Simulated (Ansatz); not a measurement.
## Geometry relaxation, with input and output: Pt (part 2 of 2)

The same run, continued: Pt (P6₃/mmc, 2 atoms in the cell); DFT, PBE, all-electron LAPW, non-relativistic, no spin polarisation (Ansatz 0.2.0); 17×17×9 k-mesh, Fermi–Dirac smearing of 0.05 eV. It belongs to a series of runs on one base structure; here: hcp relaxed, LAPW.

Geometry of the input (Å; fractional positions):
```
2.7612  0.0000  0.0000
-1.3806  2.3913  0.0000
0.0000  0.0000  4.7711
Pt 0.3333  0.6667  0.2500
Pt 0.6667  0.3333  0.7500
```

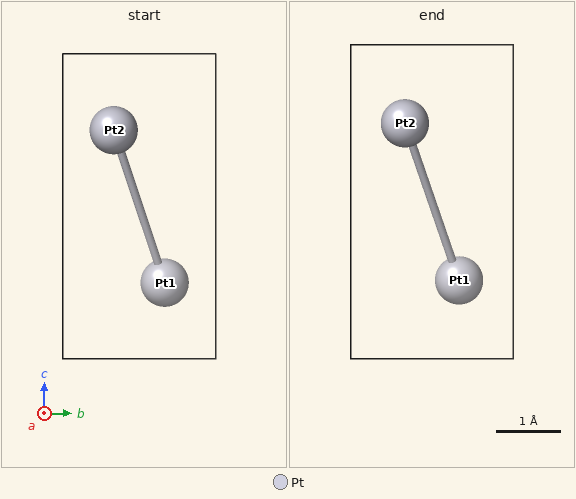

Before (left) and after (right) the relaxation, at one scale (ball-and-stick view of the cell of the calculation, along the a axis). Over 3 geometry steps the energy falls by 225 meV per atom. All forces vanish by symmetry, so only the cell relaxes. Pressure: 32.02 GPa at the start and −0.03 GPa at the end. No atom moves by more than 0.005 Å relative to the cell. The volume changes by +16.4 %, with a = b 2.761 → 2.936 Å (+6.3 %), c 4.771 → 4.914 Å (+3.0 %). Among the contacts that change: Pt1–Pt1 2.761 → 2.936 Å, Pt1–Pt2 2.869 → 2.985 Å. The space group stays P6_3/mmc (No. 194). A last SCF at the same geometry on a re-selected plane-wave basis shifts the energy by next to nothing (0.0 meV per atom). (Atoms are counted from 1 in the order of the input.)

```
basis re-selected at this cell: Δ(F+E_penalty+E_count) = -4.468e-6 eV, ΔP = -0.000 GPa vs the last step (what re-selecting the basis moved, after the strain that the cell walked since its last selection, with what the two solves' SCF thresholds leave and, on support functions, any second-order correction that the steps lacked; it is no measure of the basis error at this ecutwfc). The dense FFT grid was sized anew with the basis: this SCF ran on 18×18×30 points, the steps before it on 16×16×30, so part of this shift can come from that change (see relax.cell in the input reference). This SCF's stress stands 3.93e-2 GPa from its target on what of the cell is left free (relax.cell.stress_tol is 5.00e-2 GPa) and its largest allowed force component is 1.85e-17 eV/Å (relax.f_tol is 5.00e-3 eV/Å): within both
SCF converged after 3 iterations
Free energy (F): -943417.742573 eV
Harris-Foulkes:  -943417.742573 eV  (|F-HF|=0.00e0)
Internal energy: -943417.701727 eV  (E = F + TS)
E sigma→0 (E₀):  -943417.722150 eV
Entropy (-TS):   -0.040845 eV (-20.423 meV/atom)
Fermi energy:    22.436384 eV
--- Per-component energies (eV) ---
  E_band       = -12722.463754
  E_kinetic    = 943182.191834
  E_xc         = -18224.630539
  E_electrostatic = -1868375.263023  (all electrons and nuclei)
  E_smearing   = -0.040845  (= −TS)
  E_closure    = 0.000000  (closes the sum)
  E_atoms      = -943407.563283  (free atoms, spherical and without spin; not in F)
  Σ components = -943417.742573   (vs F -943417.742573, Δ=0.00e0)
  Basis errors (estimates in eV, not in F): energy 1.2e-4 per atom: plane waves 1.1e-4 (5.5e-5 summed), levels above the bands 7.4e-183, relativity 0.0e0, radial functions 1.2e-5, core shells 8.7e-9; eigenvalues (radial functions only) 3.8e-7; not estimated: angular momenta, meshes, grids; target (lapw.basis_error) 5.0e-4; muffin-tin radii Pt 1.409 Å
--- Forces (eV/Å), atoms counted from 1 ---
  atom   1  Pt     0.00000000     0.00000000     0.00000000
  atom   2  Pt     0.00000000    -0.00000000     0.00000000
  max |Σ_I F_I| component: 4.63e-18 eV/Å
--- Stress (GPa, compression-positive) ---
       -0.039288      -0.000000       0.000000
        0.000000      -0.039288       0.000000
        0.000000       0.000000      -0.006616
  P = ⅓ Tr σ = -0.0284 GPa (-0.284 kbar)
--- Band table (eV; the first three rows and the last of 165) ---
  k-point 0: bands = ["-454.3639", "-454.3639", "-454.3639", "-454.3639", "-454.3253", "-454.3253", "-282.9991", "-282.9991", "-282.9991", "-282.9991", "-282.9727", "-282.9727", "-282.9595", "-282.9595", "-282.9595", "-282.9595", "-54.4714", "-54.4714", "-54.4705", "-54.4705", "-54.4341", "-54.4338", "-54.4324", "-54.4324", "-54.4324", "-54.4324", "-54.4308", "-54.4308", "-54.4305", "-54.4305", "-52.3018", "-52.2575", "-23.3755", "-23.1448", "-23.1448", "-23.1013", "-23.1013", "-23.0546", "16.8718", "17.7078", "19.5806", "19.8078", "19.8078", "20.1236", "20.1236", "20.8245", "20.8245", "22.1808", "22.1808", "23.7267", "29.3374", "37.6557", "38.8955", "39.7520", "42.6323", "42.6323", "43.9902", "43.9902"]
  k-point 1: bands = ["-454.3639", "-454.3639", "-454.3639", "-454.3639", "-454.3253", "-454.3253", "-282.9991", "-282.9991", "-282.9991", "-282.9991", "-282.9727", "-282.9727", "-282.9595", "-282.9595", "-282.9595", "-282.9595", "-54.4714", "-54.4714", "-54.4705", "-54.4705", "-54.4341", "-54.4339", "-54.4324", "-54.4324", "-54.4324", "-54.4324", "-54.4308", "-54.4308", "-54.4305", "-54.4305", "-52.3005", "-52.2588", "-23.3660", "-23.1435", "-23.1435", "-23.1026", "-23.1026", "-23.0644", "16.9641", "17.7358", "19.5574", "19.7838", "19.7838", "20.0927", "20.0927", "20.9017", "20.9017", "22.1664", "22.1664", "23.2873", "29.9077", "37.4318", "39.1505", "39.5257", "42.2958", "42.2958", "44.5674", "44.5674"]
  k-point 2: bands = ["-454.3639", "-454.3639", "-454.3639", "-454.3639", "-454.3253", "-454.3253", "-282.9991", "-282.9991", "-282.9991", "-282.9991", "-282.9727", "-282.9727", "-282.9595", "-282.9595", "-282.9595", "-282.9595", "-54.4714", "-54.4714", "-54.4705", "-54.4705", "-54.4341", "-54.4339", "-54.4324", "-54.4324", "-54.4324", "-54.4324", "-54.4308", "-54.4308", "-54.4305", "-54.4305", "-52.2966", "-52.2627", "-23.3385", "-23.1398", "-23.1398", "-23.1064", "-23.1064", "-23.0926", "17.2246", "17.8125", "19.5082", "19.7405", "19.7405", "20.0115", "20.0115", "21.0981", "21.0981", "22.1145", "22.1145", "22.3216", "31.2619", "37.0798", "39.0180", "39.3842", "41.9000", "41.9000", "44.0653", "44.0653"]
  k-point 164: bands = ["-454.3639", "-454.3639", "-454.3639", "-454.3639", "-454.3253", "-454.3253", "-282.9991", "-282.9991", "-282.9991", "-282.9991", "-282.9727", "-282.9727", "-282.9595", "-282.9595", "-282.9595", "-282.9595", "-54.4714", "-54.4714", "-54.4709", "-54.4709", "-54.4338", "-54.4338", "-54.4324", "-54.4323", "-54.4323", "-54.4323", "-54.4310", "-54.4309", "-54.4309", "-54.4308", "-52.2382", "-52.2377", "-23.3731", "-23.3701", "-23.3235", "-23.3100", "-23.1370", "-23.1337", "18.6022", "18.6660", "19.0782", "19.2086", "19.8501", "19.9256", "20.6709", "20.8084", "22.2184", "22.2759", "28.9233", "28.9455", "30.8191", "31.2066", "31.6782", "32.2223", "39.6432", "39.7470", "40.9525", "42.0108"]
--- Relaxed structure (4 steps of the walk, 4 accepted, 1 SCFs on fresh bases) ---
  F+E_penalty+E_count = -943417.74257260 eV   max|allowed force component| = 1.850e-17 eV/Å   (the final SCF, on the basis selected at the relaxed cell)
  cell:  # Å, volume = 36.6755 Å³
    - [2.9355082418944543, 5.612701951854885e-35, 0.0]
    - [-1.4677541209472271, 2.5422247104991924, 0.0]
    - [0.0, 0.0, 4.914495437013863]
  atoms:
    - { symbol: Pt, position: [0.3333333333333333, 0.6666666666666666, 0.25] }
    - { symbol: Pt, position: [0.6666666666666666, 0.3333333333333333, 0.75] }
--- Löwdin populations: 2 sites ---
  site symbol       q [e]
     0     Pt     77.9235
     1     Pt     77.9235
  spilling = 0.000981 (of n_electrons = 156.000000)
```

## File populations.tsv
```
# site	symbol	l	j	q
# orbitals = lowdin
# n_electrons = 156.000000
# spilling = 0.000981
# projection_atom_Pt: 1s2 2s2 2p6 3s2 3p6 3d10 4s2 4p6 4d10 4f14 5s2 5p6 5d9 6s1
0	Pt	0_1S	-	2.000000
0	Pt	0_2S	-	1.999989
0	Pt	0_3S	-	1.999872
0	Pt	0_4S	-	1.998730
0	Pt	0_5S	-	1.981364
0	Pt	0_6S	-	0.730238
0	Pt	1_2P	-	6.000000
0	Pt	1_3P	-	5.999999
0	Pt	1_4P	-	5.999959
0	Pt	1_5P	-	5.995546
0	Pt	2_3D	-	10.000000
0	Pt	2_4D	-	9.999994
0	Pt	2_5D	-	9.217819
0	Pt	3_4F	-	13.999997
1	Pt	0_1S	-	2.000000
1	Pt	0_2S	-	1.999989
1	Pt	0_3S	-	1.999872
1	Pt	0_4S	-	1.998730
1	Pt	0_5S	-	1.981364
1	Pt	0_6S	-	0.730238
1	Pt	1_2P	-	6.000000
1	Pt	1_3P	-	5.999999
1	Pt	1_4P	-	5.999959
1	Pt	1_5P	-	5.995546
1	Pt	2_3D	-	10.000000
1	Pt	2_4D	-	9.999994
1	Pt	2_5D	-	9.217819
1	Pt	3_4F	-	13.999997
```

## Trajectory as extended XYZ (Å, eV, eV/Å), 5 frames, from step=1 to step=5
```
2
Lattice="2.7612 0.0000 0.0000 -1.3806 2.3913 0.0000 0.0000 0.0000 4.7711" Properties=species:S:1:pos:R:3:forces:R:3 step=1 energy=-943417.29332 pressure_GPa=32.02
Pt    0.0000    1.5942    1.1928    0.0000   0.0000   0.0000
Pt    1.3806    0.7971    3.5783    0.0000   0.0000   0.0000
2
Lattice="2.8954 0.0000 0.0000 -1.4477 2.5075 0.0000 0.0000 0.0000 4.9575" Properties=species:S:1:pos:R:3:forces:R:3 step=2 energy=-943417.73226 pressure_GPa=2.79
Pt    0.0000    1.6717    1.2394    0.0000   0.0000   0.0000
Pt    1.4477    0.8358    3.7182    0.0000   0.0000   0.0000
2
Lattice="2.9160 0.0000 0.0000 -1.4580 2.5253 0.0000 0.0000 0.0000 4.9527" Properties=species:S:1:pos:R:3:forces:R:3 step=3 energy=-943417.74035 pressure_GPa=0.81
Pt    0.0000    1.6835    1.2382    0.0000   0.0000   0.0000
Pt    1.4580    0.8418    3.7145    0.0000   0.0000   0.0000
2
Lattice="2.9355 0.0000 0.0000 -1.4678 2.5422 0.0000 0.0000 0.0000 4.9145" Properties=species:S:1:pos:R:3:forces:R:3 step=4 energy=-943417.74257 pressure_GPa=-0.03
Pt    0.0000    1.6948    1.2286    0.0000   0.0000   0.0000
Pt    1.4678    0.8474    3.6859    0.0000   0.0000   0.0000
2
Lattice="2.9355 0.0000 0.0000 -1.4678 2.5422 0.0000 0.0000 0.0000 4.9145" Properties=species:S:1:pos:R:3:forces:R:3 step=5 energy=-943417.74257 pressure_GPa=-0.03
Pt    0.0000    1.6948    1.2286    0.0000   0.0000   0.0000
Pt    1.4678    0.8474    3.6859    0.0000   0.0000   0.0000
```

## Summary

| quantity | value |
| --- | --- |
| outcome | converged |
| space group (tolerance 0.01 Å) | P6₃/mmc (194) |
| electrons in bands (core shells apart) | 96 |
| free energy | −943417.7426 eV |
| Fermi energy | 22.436 eV |
| pressure | −0.03 GPa |
| final volume | 36.68 Å³ |
| largest force (length of the vector) at the end | under 0.001 eV/Å |
| final cell | a = 2.936 Å, b = 2.936 Å, c = 4.914 Å, α = 90.00°, β = 90.00°, γ = 120.00° |
| wall time | 5.8 min |
| peak memory | 0.91 GiB |

## Notes

Spin–orbit coupling is left out, which matters for Pt.
